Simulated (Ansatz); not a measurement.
# One crystal, many levels of theory: LaInO3 (Pnma)

What gap does each level of theory give for LaInO3 (Pnma), and in what time?

Main program and level: Ansatz 0.2.0; density functionals, hybrids and G0W0, plane waves, PAW.

**What was measured.**

- Gap 4.46 eV: optical gap, weak absorption onset, E parallel [001]; optical absorption spectroscopy, alpha squared extrapolation; 5 K; bulk crystal (single crystal wafer grown by vertical gradient freeze, 80 um thick) (“Fingerprints of optical absorption in the perovskite LaInO3: Insight from many-body theory and experiment”, 2021, arxiv:2101.04376).

- Gap 4.52 eV: optical gap, weak absorption onset, E parallel [010]; optical absorption spectroscopy, alpha squared extrapolation; 5 K; bulk crystal (single crystal wafer grown by vertical gradient freeze, 80 um thick) (“Fingerprints of optical absorption in the perovskite LaInO3: Insight from many-body theory and experiment”, 2021, arxiv:2101.04376).

- Gap 4.13 eV: main direct optical gap; bulk crystal (single crystal grown by optical floating zone) (“Transparent perovskite barium stannate with high electron mobility and thermal stability”, 2017, arxiv:1707.09778).

- Gap 4.39 eV: optical gap, weak absorption onset, E parallel [010]; optical absorption spectroscopy, alpha squared extrapolation; 300 K; bulk crystal (single crystal wafer grown by vertical gradient freeze, 80 um thick) (“Fingerprints of optical absorption in the perovskite LaInO3: Insight from many-body theory and experiment”, 2021, arxiv:2101.04376).

- Gap 4.35 eV: optical gap, weak absorption onset, E parallel [001]; optical absorption spectroscopy, alpha squared extrapolation; 300 K; bulk crystal (single crystal wafer grown by vertical gradient freeze, 80 um thick) (“Fingerprints of optical absorption in the perovskite LaInO3: Insight from many-body theory and experiment”, 2021, arxiv:2101.04376).

Most raw output is cut from this account.

In doubt: masses and optical values from hybrid runs of this build are listed as unsure (steps 8, 9), which bears on the screening that GW takes from such a start.

### Step 1. Set-up

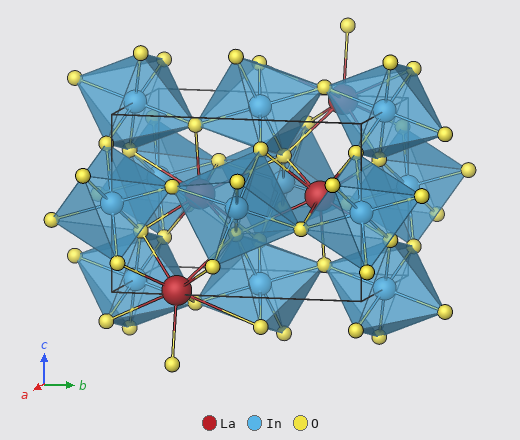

The starting structure, seen slightly off an axis (lanthanum red, indium blue, oxygen yellow). Some periodic images of atoms are drawn too.

Geometry: measured cell, ions relaxed with r2SCAN. The runs that relaxed it are not among those shown. Spin-orbit coupling is left out unless a step names it. The default PAW set here is soft_2. Its files were made with PBE.

### Step 2. LDA on the 4×4×4 mesh

This step: DFT, LDA, plane waves, PAW.

input.yaml

```yaml
crystal:
  lattice:
    - [5.9404, 0.0, 0.0]
    - [0.0, 8.2158, 0.0]
    - [0.0, 0.0, 5.7229]
  atoms:
    - { symbol: La, position: [0.9463878522, 0.25, 0.0153056097] }
    - { symbol: La, position: [0.5536121478, 0.75, 0.5153056097] }
    - { symbol: La, position: [0.4463878522, 0.25, 0.4846943903] }
    - { symbol: La, position: [0.0536121478, 0.75, 0.9846943903] }
    - { symbol: In, position: [0.0, 0.0, 0.5] }
    - { symbol: In, position: [0.5, 0.0, 0.0] }
    - { symbol: In, position: [0.5, 0.5, 0.0] }
    - { symbol: In, position: [0.0, 0.5, 0.5] }
    - { symbol: O, position: [0.0443817441, 0.25, 0.6126999622] }
    - { symbol: O, position: [0.4556182559, 0.75, 0.1126999622] }
    - { symbol: O, position: [0.5443817441, 0.25, 0.8873000378] }
    - { symbol: O, position: [0.9556182559, 0.75, 0.3873000378] }
    - { symbol: O, position: [0.1980525852, 0.0593550042, 0.1955759518] }
    - { symbol: O, position: [0.3019474148, 0.9406449958, 0.6955759518] }
    - { symbol: O, position: [0.6980525852, 0.4406449958, 0.3044240482] }
    - { symbol: O, position: [0.8019474148, 0.5593550042, 0.8044240482] }
    - { symbol: O, position: [0.8019474148, 0.9406449958, 0.8044240482] }
    - { symbol: O, position: [0.6980525852, 0.0593550042, 0.3044240482] }
    - { symbol: O, position: [0.3019474148, 0.5593550042, 0.6955759518] }
    - { symbol: O, position: [0.1980525852, 0.4406449958, 0.1955759518] }
kpoints:
  mp_grid: { grid: [4, 4, 4] }
  band_path:
    path:
      - [0.0, 0.0, 0.0]
      - [0.5, 0.0, 0.0]
      - [0.5, 0.5, 0.0]
      - [0.0, 0.5, 0.0]
      - [0.0, 0.0, 0.5]
      - [0.5, 0.0, 0.5]
      - [0.5, 0.5, 0.5]
      - [0.0, 0.5, 0.5]
    npoints: 1
hamiltonian:
  xc: lda
scf:
  occupations: { method: fixed }
  n_extra_bands: 10
output:
  eigenvalues: true
```

On the command line:

```bash
> ansatz run input.yaml --threads 24 --pin off --max-ram 82944MiB --backend cuda --events-out ev --progress --plain --runs-dir out --devices 1 --max-vram 78GiB
```

Wall time 2 s (1 × NVIDIA GB200 (shared by 2 runs) with 24 threads of Arm Neoverse V2, shared host); peak memory 1.1 GiB; 3.6 s of CPU time.

Numbers from this step:

- gap: 2.838 eV
- valence top at: Γ
- conduction bottom at: Γ
- least direct gap: 2.838 eV

Over mesh and listed points the gap is 2.838 eV, direct, at k = Γ.

### Step 3. r2SCAN on the 4×4×4 mesh

Levels along a band path and on the mesh show where this functional puts the band edges.

This step: DFT, r2SCAN, plane waves, PAW.

Changes to input.yaml since step 2:

```diff
@@ -30,15 +30,11 @@
     path:
-      - [0.0, 0.0, 0.0]
-      - [0.5, 0.0, 0.0]
-      - [0.5, 0.5, 0.0]
-      - [0.0, 0.5, 0.0]
-      - [0.0, 0.0, 0.5]
-      - [0.5, 0.0, 0.5]
-      - [0.5, 0.5, 0.5]
-      - [0.0, 0.5, 0.5]
-    npoints: 1
+      - [[0.0, 0.0, 0.0], [0.5, 0.0, 0.0], [0.5, 0.5, 0.0], [0.0, 0.5, 0.0], [0.0, 0.0, 0.0], [0.0, 0.0, 0.5], [0.5, 0.0, 0.5], [0.5, 0.5, 0.5], [0.0, 0.5, 0.5], [0.0, 0.0, 0.5]]
+      - [[0.5, 0.0, 0.0], [0.5, 0.0, 0.5]]
+      - [[0.0, 0.5, 0.0], [0.0, 0.5, 0.5]]
+      - [[0.5, 0.5, 0.0], [0.5, 0.5, 0.5]]
+    npoints: 10
 hamiltonian:
-  xc: lda
+  xc: r2scan
 scf:
-  occupations: { method: fixed }
+  occupations: { method: fermi_dirac, width: 0.02 }
   n_extra_bands: 10
```

Elapsed: 4.1 s, on 1 × NVIDIA GB200 (shared by 2 runs) with 24 threads; peak memory 1.4 GiB.

Numbers from this step:

```
filled bands         : 84
gap                  : 3.556 eV
valence top at       : Γ
conduction bottom at : Γ
least direct gap     : 3.556 eV
```

Over mesh and path the gap is 3.556 eV, direct, at k = Γ. r2SCAN against LDA: 3.556 − 2.838 = +0.718 eV. The runs also differ in plane-wave cutoff (420 eV and 500 eV), so how much of this comes from the functional alone is not known.

### Step 4. r2SCAN+SOC on the 4×4×4 mesh

This run has two-component orbitals with spin-orbit coupling.

This step: DFT, r2SCAN with spin-orbit coupling, plane waves, PAW.

Changes to input.yaml since step 3:

```diff
@@ -30,7 +30,11 @@
     path:
-      - [[0.0, 0.0, 0.0], [0.5, 0.0, 0.0], [0.5, 0.5, 0.0], [0.0, 0.5, 0.0], [0.0, 0.0, 0.0], [0.0, 0.0, 0.5], [0.5, 0.0, 0.5], [0.5, 0.5, 0.5], [0.0, 0.5, 0.5], [0.0, 0.0, 0.5]]
-      - [[0.5, 0.0, 0.0], [0.5, 0.0, 0.5]]
-      - [[0.0, 0.5, 0.0], [0.0, 0.5, 0.5]]
-      - [[0.5, 0.5, 0.0], [0.5, 0.5, 0.5]]
-    npoints: 10
+      - [0.0, 0.0, 0.0]
+      - [0.5, 0.0, 0.0]
+      - [0.5, 0.5, 0.0]
+      - [0.0, 0.5, 0.0]
+      - [0.0, 0.0, 0.5]
+      - [0.5, 0.0, 0.5]
+      - [0.5, 0.5, 0.5]
+      - [0.0, 0.5, 0.5]
+    npoints: 1
 hamiltonian:
@@ -38,4 +42,7 @@
 scf:
-  occupations: { method: fermi_dirac, width: 0.02 }
-  n_extra_bands: 10
+  occupations: { method: fixed }
+  n_extra_bands: 20
+magnetization:
+  noncollinear: true
+  spin_orbit: true
 output:
```

Wall time 6.2 s (1 × NVIDIA GB200 (shared by 2 runs) with 24 threads); peak memory 1.7 GiB; 41 s of CPU time.

Numbers from this step:

| Item | Value |
| --- | --- |
| gap | 3.556 eV |
| valence top at | Γ |
| conduction bottom at | Γ |
| least direct gap | 3.556 eV |

Over mesh and listed points the gap is 3.556 eV, direct, at k = Γ. r2SCAN+SOC against r2SCAN: 3.556 − 3.556 = +0.000 eV, with the same mesh, set of files (read in its fully relativistic form for the spin-orbit run) and cutoff, and both edges at the same k points. The spin-orbit run sees mesh and listed points alone, so its gap is an upper bound: the coupling can move an edge off these points, and the change over the zone, its sign included where it is small, is not known.

### Step 5. HSE06 on the 4×2×4 mesh

HSE06 mixes in a quarter of exact exchange at short range.

This step: DFT, HSE06, plane waves, PAW.

Changes to input.yaml since step 4:

```diff
@@ -27,3 +27,3 @@
 kpoints:
-  mp_grid: { grid: [4, 4, 4] }
+  mp_grid: { grid: [4, 2, 4] }
   band_path:
@@ -40,9 +40,6 @@
 hamiltonian:
-  xc: r2scan
+  xc: hse06
 scf:
   occupations: { method: fixed }
-  n_extra_bands: 20
-magnetization:
-  noncollinear: true
-  spin_orbit: true
+  n_extra_bands: 10
 output:
```

The job ended after 31 s (1 × NVIDIA GB200 (shared by 2 runs) with 24 threads; peak memory 2.7 GiB).

Numbers from this step:

```yaml
gap: 4.373 eV
valence_top_at: Γ
conduction_bottom_at: Γ
least_direct_gap: 4.373 eV
exact_exchange_fraction: 0.25
```

Over mesh and listed points the gap is 4.373 eV, direct, at k = Γ. HSE06 against LDA: 4.373 − 2.838 = +1.535 eV. The runs also differ in mesh (4×4×4 and 4×2×4), so how much of this comes from the functional alone is not known.

### Step 6. PBE0 on the 4×2×4 mesh

PBE0 mixes in a quarter of exact exchange at all distances.

This step: DFT, PBE0, plane waves, PAW.

Changes to input.yaml since step 5:

```diff
@@ -40,3 +40,3 @@
 hamiltonian:
-  xc: hse06
+  xc: pbe0
 scf:
```

It took 36 s on 1 × NVIDIA GB200 (shared by 2 runs) with 24 threads; peak memory 2.7 GiB.

This step gave:

```yaml
gap: 5.094 eV
valence_top_at: Γ
conduction_bottom_at: Γ
least_direct_gap: 5.094 eV
exact_exchange_fraction: 0.25
```

Over mesh and listed points the gap is 5.094 eV, direct, at k = Γ. PBE0 against HSE06: 5.094 − 4.373 = +0.721 eV, with the same mesh, files and cutoff, and both edges at the same k points.

### Step 7. G0W0@r2SCAN, 2×2×2 mesh, 940 empty bands, screening to 130 eV

G0W0 replaces the xc potential by a self-energy built once from the orbitals of the start. Levels are corrected in the window of bands that the input names, at points of the mesh.

This step: G0W0 on r2SCAN, plane waves, PAW.

Changes to input.yaml since step 6:

```diff
@@ -27,20 +27,12 @@
 kpoints:
-  mp_grid: { grid: [4, 2, 4] }
-  band_path:
-    path:
-      - [0.0, 0.0, 0.0]
-      - [0.5, 0.0, 0.0]
-      - [0.5, 0.5, 0.0]
-      - [0.0, 0.5, 0.0]
-      - [0.0, 0.0, 0.5]
-      - [0.5, 0.0, 0.5]
-      - [0.5, 0.5, 0.5]
-      - [0.0, 0.5, 0.5]
-    npoints: 1
+  mp_grid: { grid: [2, 2, 2] }
 hamiltonian:
-  xc: pbe0
+  xc: r2scan
 scf:
   occupations: { method: fixed }
-  n_extra_bands: 10
-output:
-  eigenvalues: true
+gw:
+  n_empty_bands: 940
+  ecut_chi: 130.0
+  qp_bands: [v4, c4]
+  qp_kpoints: band_edges
+  screening: { model: contour_deformation }
```

Elapsed: 18 s, on 1 × NVIDIA GB200 (shared by 2 runs) with 24 threads; peak memory 4.3 GiB; 57 s of CPU time.

Numbers from this step:

```
bands summed                                    : 1024
RPA ε∞ on this mesh (eigenvalues)               : 4.120, 4.235, 4.342
plane waves in the screening matrix             : 951
G0W0 gap over the corrected points              : 4.528 eV
k of the valence top                            : 0, 0, 0
k of the conduction bottom                      : 0, 0, 0
starting gap on the mesh                        : 3.554 eV
Z at the valence top                            : 0.7728
Z at the conduction bottom                      : 0.8245
least direct G0W0 gap over the corrected points : 4.528 eV
```

Over all 8 irreducible mesh points the G0W0 gap is 4.528 eV, direct, at k = Γ. The r2SCAN gap of this run on the mesh is 3.554 eV. The two states that bound the G0W0 gap lie that far apart at the start, so the correction of the gap is 4.528 − 3.554 = +0.974 eV. The program marks 25 of the 64 corrected levels as in doubt (energies apart, Σc rises), neither edge state among them.

### Step 8. G0W0@HSE06, 2×2×2 mesh, 436 empty bands, screening to 78 eV

This step: G0W0 on HSE06, plane waves, PAW.

Changes to input.yaml since step 7:

```diff
@@ -29,3 +29,3 @@
 hamiltonian:
-  xc: r2scan
+  xc: hse06
 scf:
@@ -33,4 +33,4 @@
 gw:
-  n_empty_bands: 940
-  ecut_chi: 130.0
+  n_empty_bands: 436
+  ecut_chi: 78
   qp_bands: [v4, c4]
```

Run time: 32 s. Hardware: 1 × NVIDIA GB200 (shared by 2 runs) with 24 threads; peak memory 2.6 GiB.

Numbers from this step:

```yaml
bands_summed: 520
rpa_eps_infinity_on_this_mesh_eigenvalues: 3.685, 3.792, 3.853
plane_waves_in_the_screening_matrix: 431
g0w0_gap_over_the_corrected_points: 4.795 eV
k_of_the_valence_top: 0, 0, 0
k_of_the_conduction_bottom: 0, 0, 0
starting_gap_on_the_mesh: 4.380 eV
z_at_the_valence_top: 0.7988
z_at_the_conduction_bottom: 0.8459
least_direct_g0w0_gap_over_the_corrected_points: 4.795 eV
```

Over all 8 irreducible mesh points the G0W0 gap is 4.795 eV, direct, at k = Γ. The HSE06 gap of this run on the mesh is 4.380 eV. The two states that bound the G0W0 gap lie that far apart at the start, so the correction of the gap is 4.795 − 4.380 = +0.415 eV. G0W0@HSE06 against G0W0@r2SCAN with 520 bands (a further run, in the table below): 4.795 − 4.442 = +0.353 eV. The runs also differ in plane-wave cutoff (500 eV and 420 eV), so how much of this comes from the start alone is not known.

### Step 9. G0W0@PBE0, 2×2×2 mesh, 436 empty bands, screening to 78 eV

This step: G0W0 on PBE0, plane waves, PAW.

Changes to input.yaml since step 8:

```diff
@@ -29,3 +29,3 @@
 hamiltonian:
-  xc: hse06
+  xc: pbe0
 scf:
```

Run time: 30 s. Hardware: 1 × NVIDIA GB200 (shared by 2 runs) with 24 threads; peak memory 2.6 GiB; 1.8 min of CPU time.

Numbers from this step:

```
bands summed                                    : 520
RPA ε∞ on this mesh (eigenvalues)               : 3.497, 3.593, 3.643
plane waves in the screening matrix             : 431
G0W0 gap over the corrected points              : 4.991 eV
k of the valence top                            : 0, 0, 0
k of the conduction bottom                      : 0, 0, 0
starting gap on the mesh                        : 5.110 eV
Z at the valence top                            : 0.8091
Z at the conduction bottom                      : 0.8543
least direct G0W0 gap over the corrected points : 4.991 eV
```

Over all 8 irreducible mesh points the G0W0 gap is 4.991 eV, direct, at k = Γ. The PBE0 gap of this run on the mesh is 5.110 eV. The two states that bound the G0W0 gap lie that far apart at the start, so the correction of the gap is 4.991 − 5.110 = −0.119 eV. G0W0@PBE0 against G0W0@HSE06 with 520 bands: 4.991 − 4.795 = +0.196 eV, with the same mesh, files and cutoffs, and both edges at the same k points. The program's warnings for this run: coarse exchange mesh.

(Continued in part 2 of 2.)

[Paths, hosts, dates, memory and timing lines, banners, echoed tables and standing remarks are left out of the program output.]

[Logs are printed without paths, hosts, clocks, repeated set-up lines and the standing remarks that a program may print on its own settings, such as how far it seeks lower states.]

[Runs of the session that timed out or met a known fault of the program may be left out.]

[Cells called generated may have been cut or substituted from an entry of the Crystallography Open Database or the Materials Project.]

[Hosts, paths, dates, database ids (printed as entryN), source tags and the programs' standing remarks are cut or masked in the printed files.]

[Where an RPA ε∞ is given, it is that of the G0W0 mesh and is not shown converged in it. Names of k-points follow the symmetry that the program found, which can be lower than the space group named. Band edges on a path are those of the sampled points; other points can move an edge, and change direct to indirect where valleys lie close.]

[Hybrid gaps are those of their k-mesh and are not shown converged in it.]
